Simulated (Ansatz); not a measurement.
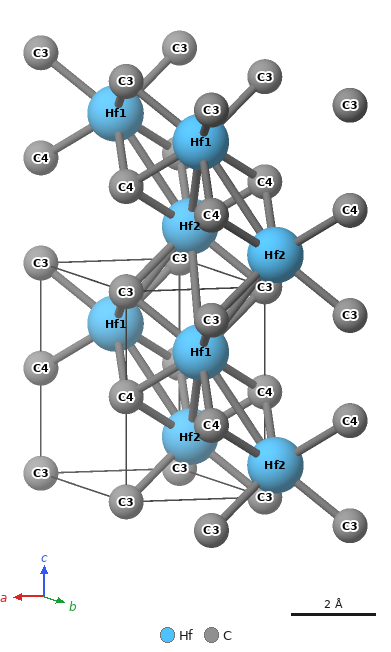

Reference structure: solid HfC (set up in P6_3/mmc) in its unrelaxed database cell. Style: ball-and-stick. Shown: the cell of the calculation, repeated 1 × 2 × 2 with one cell outlined, from a free direction.

These are results of Ansatz, DFT PBE, scalar-relativistic, plane waves, PAW, not measurements. (plane-wave cutoff 420 eV; k-point mesh 15 × 15 × 8; occupations gaussian; smearing width 0.1 eV; no spin polarisation)

Change: The cell is strained by −0.6 % along c and −2.1 % across it (volume −4.7 %), the atoms keeping their fractional coordinates. No relaxation follows.

### What does the calculation give for the changed structure?

Among the bonded contacts that change: Hf–Hf 3.343 → 3.273 Å, C–Hf 2.327 → 2.290 Å, Hf–Hf 3.239 → 3.203 Å. The space group stays P6_3/mmc (No. 194). Energy change: +18.7 meV per atom. Pressure: −0.8 GPa before, 11.5 GPa after. The principal stresses (compression positive) are 10.2 GPa along c and 12.1 GPa across it. All forces vanish by symmetry. Both are metals.

Drawn alike, the variant:

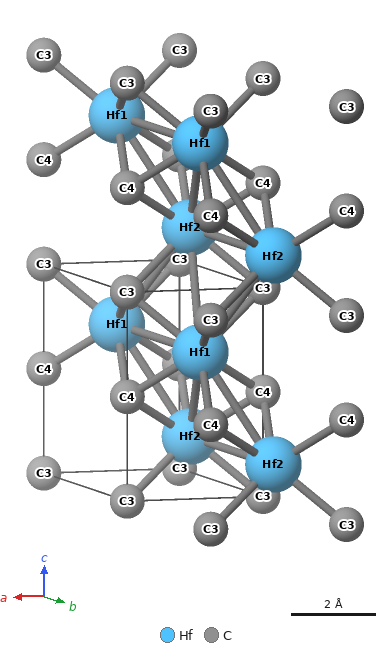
